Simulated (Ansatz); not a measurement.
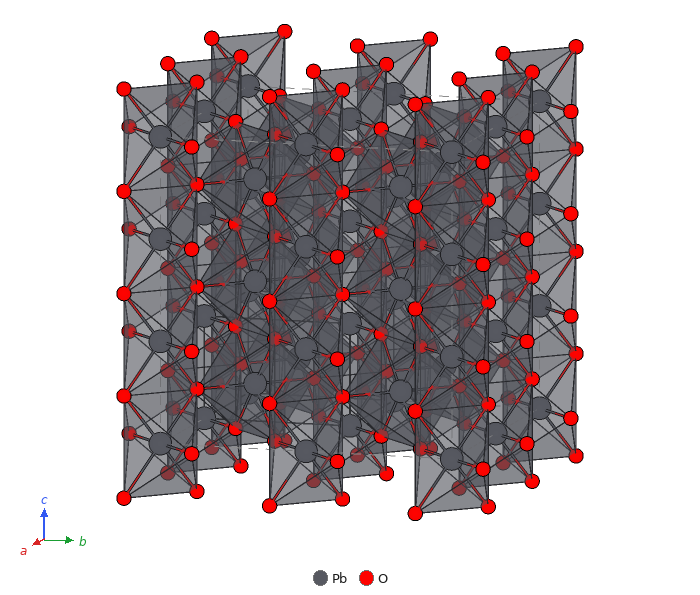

Polyhedra are drawn about Pb (bonds: O–Pb below 2.5 Å); other atoms are plain spheres.

The compound is PbO2 (space group P4_2/mnm, No. 136), taken as the geometry relaxed with Ansatz 0.2.0, DFT, PBEsol, plane waves, PAW; the starting structure was generated, so it need not be a known form of this composition.

Sharing among the drawn polyhedra:

```tsv
site	polyhedron	corner-sharing neighbours	edge-sharing	face-sharing	bond (Å)
Pb	PbO6 octahedron	8	2	0	2.17–2.18
```

They form a three-dimensional framework of corner- and edge-sharing octahedra.
